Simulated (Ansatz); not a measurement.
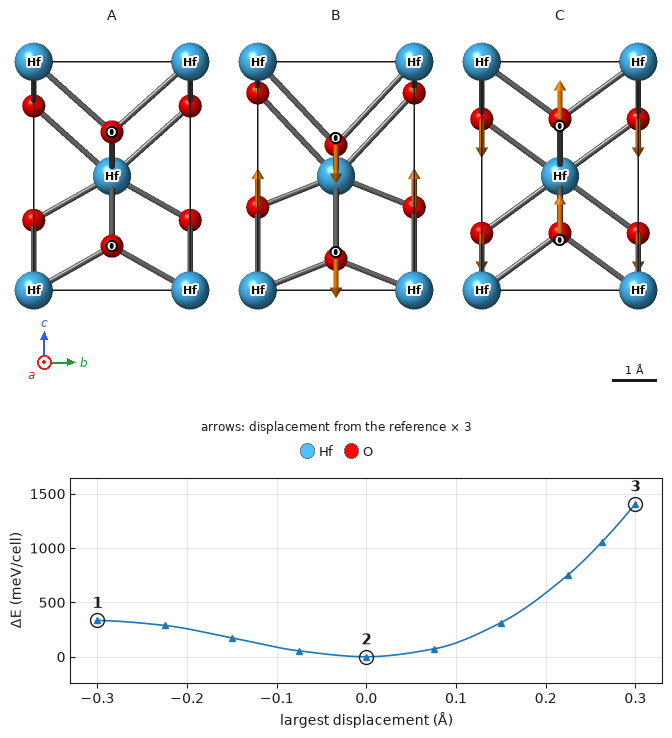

A scan of crystalline HfO2 (P4_2/nmc): a normal mode at the zone centre is frozen in with the cell fixed, the amplitude being the largest displacement of an atom. The frames are shuffled; the numbered points of the plot belong to them. The picture is a ball-and-stick view of the cell of the calculation, seen along the a axis. Orange arrows: displacements from the reference.

These are results of DFT PBE, scalar-relativistic, plane waves, PAW in Ansatz 0.2.0, not measurements. Set-up: plane-wave cutoff 420 eV; k-point mesh 6 × 6 × 4; occupations gaussian; smearing width 0.05 eV; no spin polarisation. Energies (free energies at the smearing named) are counted from the relaxed crystal.

### Which frame belongs to which numbered point?

Point 1 is frame C (the amplitude −0.30 Å, 335 meV/cell); 2 is frame A (the amplitude 0.00 Å, 0 meV/cell); 3 is frame B (the amplitude 0.30 Å, 1408 meV/cell). The harmonic wavenumber of the mode is 310 cm⁻¹, a stable vibration. Of the computed points the lowest is at the amplitude 0.00 Å, 0 meV/cell. The well is lopsided: at ±0.3000 Å the energy is 4.2 times higher on the positive side. At the highest point the shortest interatomic distance is 1.94 Å, against 2.07 Å in the reference. The distortion keeps the space group P4_2/nmc.
